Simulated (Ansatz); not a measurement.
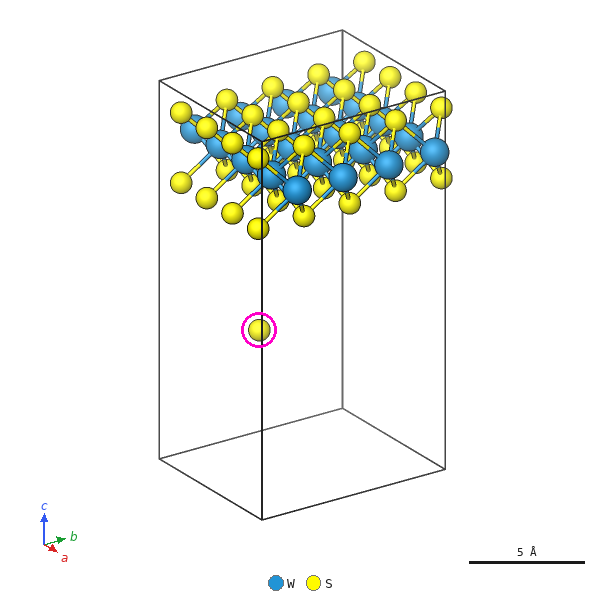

A ball-and-stick rendering, viewed slightly off an axis. Lines trace the edges of the supercell. The host is WS2, in a cell of 48 sites, and the cell is neutral. A ring marks the defect's site.

### How does this supercell depart from the perfect host?

An interstitial sulfur atom. It is bonded to no bonds drawn. Not all metal-metal contacts are counted.

The atoms were relaxed in the host's cell with DFT PBE+D3(BJ), scalar-relativistic, plane waves, PAW (Ansatz).
